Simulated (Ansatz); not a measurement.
B31HN32 (cell charge −1, with a compensating background) (cell with a defect)

B31HN32 (cell charge −1, with a compensating background) (cell with a defect), 64 atoms, a = 8.68 Å, b = 9.37 Å, c = 9.37 Å, α = 64.72°, β = 62.39°, γ = 62.39°.

Spin-polarised.

These are results of DFT PBE+D3(BJ), scalar-relativistic, plane waves, PAW (Ansatz), not measurements.

> What will maps of the valence pseudo-density and electron localisation function show?

N–H (1.03 Å): ρ at the midpoint is about 3 e/Å³; the ELF climbs to about 1 towards the hydrogen, as it does in any bond to H; a covalent bond by its length.
B–N (1.39 Å): ρ is about 2 e/Å³ halfway; the ELF peaks at about 0.90 between the atoms; a short, strongly polar bond.
B–N (1.43 Å): the density is about 1.9 e/Å³ at the midpoint; the ELF peaks at about 0.90 between the atoms; a polar covalent bond.
B–N (1.47 Å): ρ is about 1.7 e/Å³ halfway; the ELF peaks at about 0.95 between the atoms; a shared but strongly polarised pair.

> Does the calculation give a band gap?

It is gapped, with a Kohn–Sham gap of 1.1 eV on the k-point mesh, an upper bound to the gap of this method.

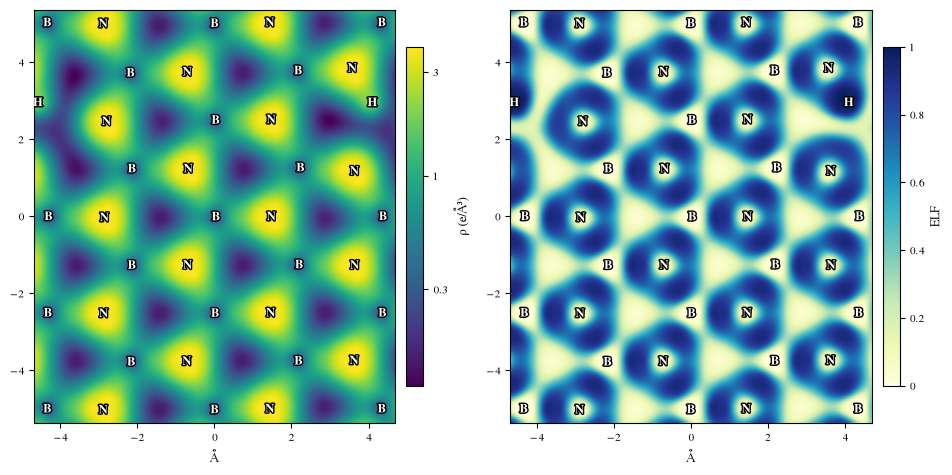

Computed valence pseudo-density and electron localisation function on the (011) plane of the calculation cell, in this order. 

In a PAW calculation such maps are meaningful between the atoms, not at the nuclei.
